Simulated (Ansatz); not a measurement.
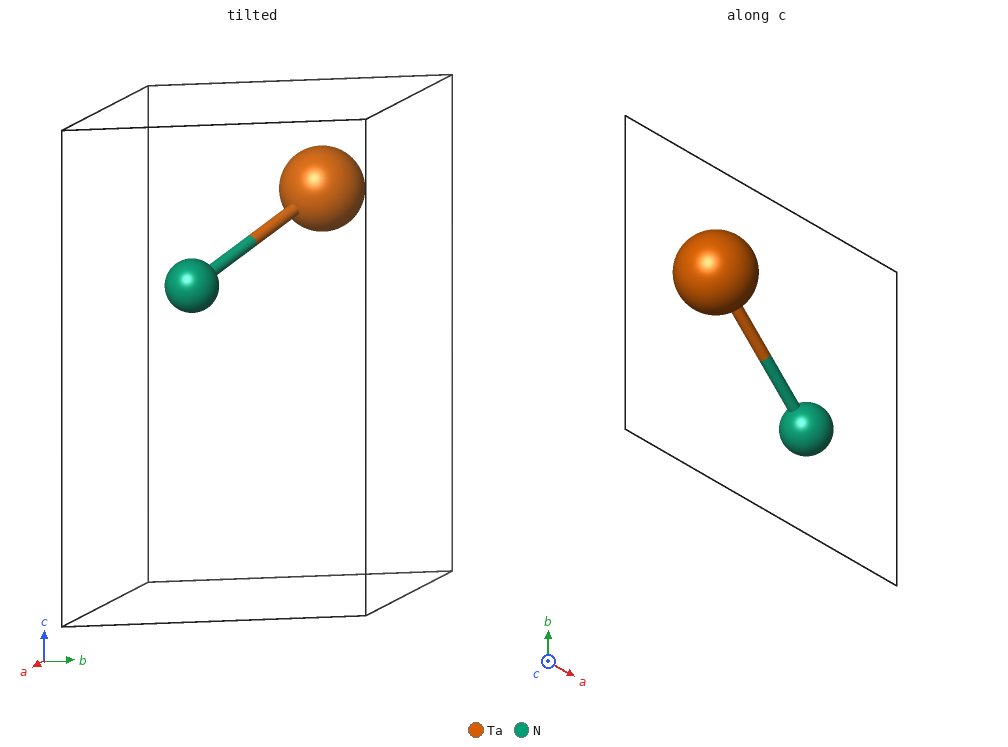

We look at a ball-and-stick model of the crystal slightly off an axis and along the c axis. The conventional unit cell is drawn as a box. Cell: a = 3.14 Å, b = 3.14 Å, c = 5.03 Å, α = 90.00°, β = 90.00°, γ = 120.00°.

The structure comes from a random cell made by a generator, so it need not be a real form of the compound. Earlier steps of the study, as a rule a relaxation of our own, may have changed the cell and positions, so they can lie some per cent off the listed ones. Ansatz was used for an electronic-structure calculation on it.

What can be read from this drawing?

Answer. Formula: TaN. The structure has P3m1 (No. 156) symmetry and a primitive hexagonal lattice. In the cell are 1 Ta, 1 N, which makes 1 formula unit. Ta is surrounded by three N in a trigonal pyramidal arrangement at about 2.0 Å. The neighbours of N are three Ta in a trigonal pyramidal arrangement at about 2.0 Å. Not all metal-metal contacts are counted. The bonds build TaN layers parallel to (001).

Computed with DFT PBE, scalar-relativistic, plane waves, PAW in Ansatz. Settings: 420 eV cutoff, 12×12×8 k-points, Gaussian smearing of 0.02 eV, no spin polarisation.

How large a gap does the method give, if there is one?

Answer. A semiconductor at this level, with a gap of 0.45 eV, indirect.

How are the electrons shared out in a Bader analysis?

Answer. Ta +1.53 e; N -1.53 e.

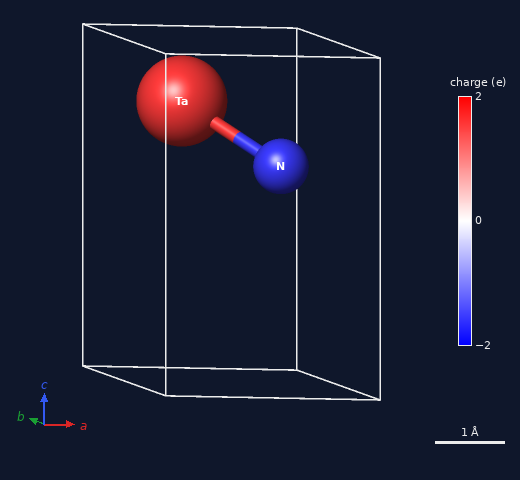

The atoms coloured by those charges. The run's cell of 2 atoms is drawn.

Do the forces and the stress vanish for this geometry?

Answer. Yes. All forces vanish to within 0.01 eV/Å. The pressure is 0.0 GPa, close to zero.
